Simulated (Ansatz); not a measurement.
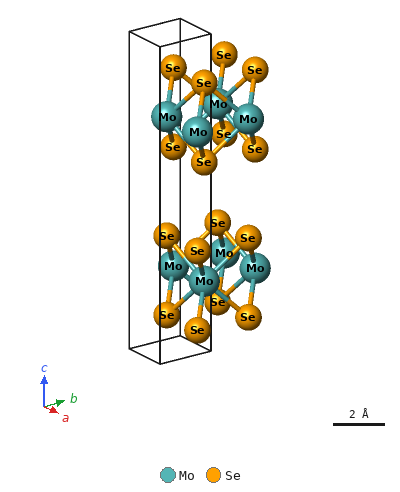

**Figure 1.** The structure (ball-and-stick view of the cell of the calculation, repeated 2 × 2 × 1, seen slightly off an axis).

**Single-point calculation of MoSe$_{2}$**

System: MoSe$_{2}$ (6 atoms in the cell).
Method: DFT PBEsol, scalar-relativistic, plane waves, PAW, no spin polarisation (Ansatz 0.2.0).

The structure derives from an entry of the Crystallography Open Database. Figures and captions count atoms from 1; the log counts them from 0 in places.

The program's output
```
Engine: ansatz 0.2.0, x86_64-unknown-linux-gnu
Pseudopotentials: kind: paw
Pseudopotential: Mo, paw, valence charge 14, recommended cutoff 420 eV (normal), Mo.paw.azcp
Pseudopotential: Se, paw, valence charge 16, recommended cutoff 420 eV (normal), Se.paw.azcp
Functional definition: PBEsol
  exchange = pbesol_x
  correlation = pbesol_c
Crystal: 6 atoms, lattice volume = 120.777 Å³
Basis set: ecut = 420 eV, 2395 PW (Γ), exchange–correlation on 48×48×180 points (8 copies of the dense FFT grid, shifted against one another)
Bands: 56, of which v1, the nominal top of the filled ones, is band 46 counted from 1 (45 counted from 0)
Symmetry: 24 space group operations
Space group: P63/mmc (ITA 194), of the structure as read, at distance tolerance 4.9e-5 Å
k-points: 14 of 72
Non-local potential: Mo, projectors of the file, l = 0: 3, l = 1: 2, l = 2: 2, l = 3: 1
Non-local potential: Se, projectors of the file, l = 0: 2, l = 1: 2, l = 2: 3, l = 3: 1
PAW form: soft (Blöchl's): semilocal exchange-correlation on the pseudo side does not see the compensation charge
PAW frozen core: Mo, regenerated for the run's functional, and the local potential with it (the file was generated under x = pbe(κ = 0.804, μ = 0.2195149727645171), c = pbe(β = 0.06672455060314922))
PAW frozen core: Se, regenerated for the run's functional, and the local potential with it (the file was generated under x = pbe(κ = 0.804, μ = 0.2195149727645171), c = pbe(β = 0.06672455060314922))
PAW one-centre angular grid: Mo, 590 points (default); XC on 64 Gauss nodes
PAW one-centre angular grid: Se, 590 points (default); XC on 64 Gauss nodes
Initial density: superposition of atomic densities (neutral atoms: chi_scale 0, normalization atom), corrected by the library's trained network
Initial wavefunctions: pseudopotential atomic-orbital guess
Functional: x = pbesol(κ = 0.804, μ = 0.12345679012345678), c = pbesol(β = 0.046)
SCF iter   1: F=—  HF=-31495.996337 eV  |F-HF|=—  |Δ(HF+E_count)|=         —  Δρ=5.48e-3  dr2=1.57e-2  ethr=1.77e-3  ⟨swp⟩=5.9  Hψ=2737  notcnv=0
preconditioner: auto → Resta (q_TF=auto, 2.607 Å⁻¹)  ε∞=6.3  [insulator: Δε(μ)=0.854 eV  Ē_g=8.796 eV  σ=0.100 eV  W_gap=1.00  n_scr=40 (ndim 8)  ℏωp=20.3 eV  f_vac=0.059  D(μ)=0.00/eV (n_scr^D=0)  ε∞_Penn≈6.3]
SCF iter   2: F=—  HF=-31495.999946 eV  |F-HF|=—  |Δ(HF+E_count)|=   3.61e-3  Δρ=2.99e-3  dr2=3.99e-3  ethr=1.71e-5  ⟨swp⟩=2.0  Hψ=1194  notcnv=0
SCF iter   3: F=—  HF=-31496.001699 eV  |F-HF|=—  |Δ(HF+E_count)|=   1.75e-3  Δρ=1.36e-3  dr2=1.02e-3  ethr=4.33e-6  ⟨swp⟩=2.0  Hψ=855  notcnv=0
automatic band count: iteration 3 solves 55 bands in place of 56: the levels show a gap, and the empty bands left out lie too high to hold charge; the band table lists the bands solved (type scf.n_extra_bands for more)
SCF iter   4: F=—  HF=-31496.002147 eV  |F-HF|=—  |Δ(HF+E_count)|=   4.48e-4  Δρ=2.35e-4  dr2=8.34e-5  ethr=1.11e-6  ⟨swp⟩=2.9  Hψ=1360  notcnv=0
SCF iter   5: F=—  HF=-31496.002127 eV  |F-HF|=—  |Δ(HF+E_count)|=   2.02e-5  Δρ=8.44e-5  dr2=1.55e-5  ethr=9.07e-8  ⟨swp⟩=2.0  Hψ=1370  notcnv=0
SCF iter   6: F=—  HF=-31496.002132 eV  |F-HF|=—  |Δ(HF+E_count)|=   4.79e-6  Δρ=1.80e-5  dr2=6.66e-7  ethr=1.69e-8  ⟨swp⟩=2.0  Hψ=954  notcnv=0
SCF iter   7: F=-31496.002133 eV  HF=-31496.002133 eV  |F-HF|=2.12e-8  |Δ(HF+E_count)|=   5.78e-7  Δρ=4.16e-6  dr2=4.60e-8  ethr=1.09e-10  ⟨swp⟩=8.8  Hψ=3233  notcnv=0
SCF 1 converged in 7 iterations: F = -31496.002133 eV  dr2 = 4.60e-8
  greatest PAW one-centre occupation: 1.000 electrons in one spin orbital (limit 2), on the Se atom at site 4 (counted from 0), in its partial waves of l = 2
```

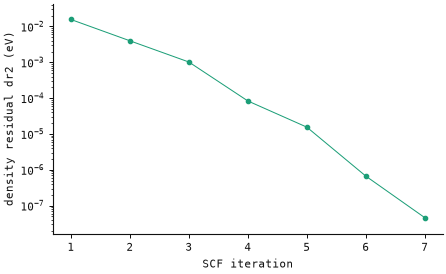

**Figure 2.** Convergence of the self-consistent field: density residual dr2 against the SCF iteration. The residual falls at every step.

```
SCF converged after 7 iterations
Free energy (F): -31496.002133 eV
Harris-Foulkes:  -31496.002133 eV  (|F-HF|=2.12e-8)
Internal energy: -31496.002133 eV  (E = F + TS)
E sigma→0 (E₀):  -31496.002133 eV
Fermi energy:    12.875186 eV
--- Per-component energies (eV) ---
  E_band       = -1640.851041
  E_kinetic    = 1364.249666
  E_local      = -12159.050868  (includes V_loc(G=0)·N_el)
  E_nonlocal   = -2079.509551
  E_hartree    = 5753.967294
  E_xc         = -782.026867
  E_vxc        = -854.441689  (∫ρ·V_xc dr)
  E_paw        = -13759.715481  (= ΣΔE_a)
  E_vpaw       = 579.960954  (= ΣTr[D̂ρ^β])
  E_aug_tail   = -0.002314  (compensation charges beyond the density's cutoff)
  E_ewald      = -9838.366413
  E_core_change = 4.452400  (= ΣΔE_core)
  E_smearing   = -0.000000  (= −TS)
  E_closure    = 0.000000  (closes the sum)
  Σ components = -31496.002133   (vs F -31496.002133, Δ=0.00e0)
--- Forces (eV/Å), atoms counted from 1 ---
  atom   1  Mo    -0.00000000    -0.00000000     0.00000000
  atom   2  Mo     0.00000000     0.00000000    -0.00000000
  atom   3  Se    -0.00000000     0.00000000    -0.80155681
  atom   4  Se    -0.00000000    -0.00000000    -0.80155681
  atom   5  Se     0.00000000     0.00000000     0.80155681
  atom   6  Se     0.00000000    -0.00000000     0.80155681
  max |Σ_I F_I| component: 4.63e-18 eV/Å
--- Stress (GPa, compression-positive) ---
        1.291279       0.000000       0.000000
        0.000000       1.291279      -0.000000
        0.000000      -0.000000       6.982194
  P = ⅓ Tr σ = 3.1883 GPa (31.883 kbar)
--- Band table (eV; the first three rows and the last of 14) ---
  k-point 0: bands = ["-48.7430", "-48.7430", "-35.4753", "-35.4753", "-35.4752", "-35.4752", "-35.4747", "-35.4747", "-35.4747", "-35.4747", "-35.4355", "-35.4355", "-35.4353", "-35.4353", "-35.4341", "-35.4341", "-35.4339", "-35.4339", "-35.4196", "-35.4194", "-35.4163", "-35.4161", "-22.9526", "-22.9526", "-22.7638", "-22.7638", "-22.7638", "-22.7638", "-2.6419", "-2.4077", "-1.5253", "-1.1497", "5.7612", "6.7909", "9.1116", "9.5149", "9.5149", "9.5274", "9.5274", "10.5856", "10.5856", "10.6244", "10.6244", "11.3511", "11.5883", "12.4591", "14.8660", "14.8660", "14.9162", "14.9162", "15.1593", "15.1593", "15.3360", "15.3360", "17.5309"]
  k-point 1: bands = ["-48.7430", "-48.7430", "-35.4752", "-35.4752", "-35.4752", "-35.4752", "-35.4747", "-35.4747", "-35.4747", "-35.4747", "-35.4355", "-35.4355", "-35.4355", "-35.4355", "-35.4340", "-35.4340", "-35.4340", "-35.4340", "-35.4195", "-35.4195", "-35.4162", "-35.4162", "-22.9526", "-22.9526", "-22.7638", "-22.7638", "-22.7638", "-22.7638", "-2.5414", "-2.5414", "-1.3228", "-1.3228", "6.1897", "6.1897", "9.5211", "9.5211", "9.5211", "9.5211", "10.0704", "10.0704", "10.6050", "10.6050", "10.6050", "10.6050", "12.2630", "12.2630", "14.8832", "14.8832", "14.8832", "14.8832", "15.2551", "15.2551", "15.2551", "15.2551", "17.7664"]
  k-point 2: bands = ["-48.7368", "-48.7368", "-35.4750", "-35.4749", "-35.4749", "-35.4748", "-35.4741", "-35.4741", "-35.4736", "-35.4736", "-35.4357", "-35.4356", "-35.4355", "-35.4354", "-35.4347", "-35.4345", "-35.4342", "-35.4340", "-35.4190", "-35.4189", "-35.4157", "-35.4155", "-22.9363", "-22.9363", "-22.8357", "-22.8357", "-22.7799", "-22.7799", "-2.2586", "-2.0324", "-1.3165", "-0.9807", "6.1946", "7.1957", "8.5605", "8.6603", "8.7229", "9.4679", "9.8879", "9.9209", "10.0345", "10.0893", "10.6438", "11.3280", "11.6245", "11.7697", "14.0342", "14.2902", "14.5998", "14.6354", "14.6567", "14.8307", "15.3347", "15.5081", "19.0479"]
  k-point 13: bands = ["-48.7149", "-48.7149", "-35.4732", "-35.4732", "-35.4722", "-35.4722", "-35.4720", "-35.4720", "-35.4716", "-35.4716", "-35.4373", "-35.4373", "-35.4360", "-35.4360", "-35.4352", "-35.4352", "-35.4345", "-35.4345", "-35.4172", "-35.4172", "-35.4136", "-35.4136", "-22.9804", "-22.9804", "-22.9384", "-22.9384", "-22.8789", "-22.8789", "-0.4245", "-0.4245", "-0.2807", "-0.2807", "6.6207", "6.6207", "7.2131", "7.2131", "7.7654", "7.7654", "8.1998", "8.1998", "9.1130", "9.1130", "9.8569", "9.8569", "11.8611", "11.8611", "13.3370", "13.3370", "14.6332", "14.6332", "15.1791", "15.1791", "16.4210", "16.4210", "18.5863"]
```

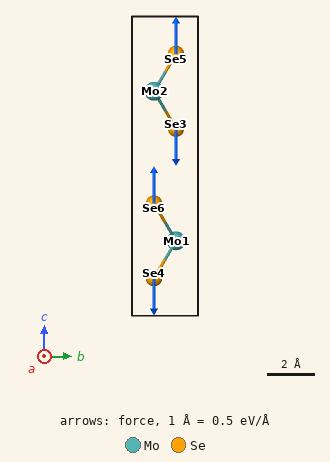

**Figure 3.** Forces on the atoms as blue arrows (ball-and-stick view of the cell of the calculation, along the a axis; atoms are numbered from 1 in the order of the input). The largest act on all 4 Se atoms (0.80 eV/Å). The geometry is not a stationary point of this energy.

This output came from the following input.

The input
```yaml
crystal:
  lattice:
    - [3.288, 0.0, 0.0]
    - [-1.644, 2.8474915276, 0.0]
    - [0.0, 0.0, 12.9]
  atoms:
    - { symbol: Mo, position: [0.3333333333, 0.6666666667, 0.25] }
    - { symbol: Mo, position: [0.6666666667, 0.3333333333, 0.75] }
    - { symbol: Se, position: [0.3333333333, 0.6666666667, 0.625] }
    - { symbol: Se, position: [0.6666666667, 0.3333333333, 0.125] }
    - { symbol: Se, position: [0.3333333333, 0.6666666667, 0.875] }
    - { symbol: Se, position: [0.6666666667, 0.3333333333, 0.375] }
basis:
  ecutwfc: 420
kpoints:
  mp_grid: { grid: [6, 6, 2] }
hamiltonian:
  xc: pbesol
scf:
  occupations: { method: gaussian, width: 0.1 }
output:
  forces: true
  stress: true
  eigenvalues: true
```

Launch command:
```bash
ansatz run input.yaml --threads 4 --pin off --max-ram 10240MiB --backend cpu --events-out ev --progress --plain --runs-dir out
```

Key numbers

- outcome: converged
- space group (tolerance 0.01 Å): P6₃/mmc (194)
- electrons treated: 92
- free energy: −31496.0021 eV
- Fermi energy: 12.875 eV
- gap on the k-point mesh: 0.85 eV
- pressure: 3.19 GPa
- largest force (length of the vector): 0.802 eV/Å
- hardware: 4 threads of AMD EPYC (Zen 5), 64 GiB of memory available, shared host
- wall time: 0.64 s (CPU time 2.1 s)
- peak memory: 0.57 GiB
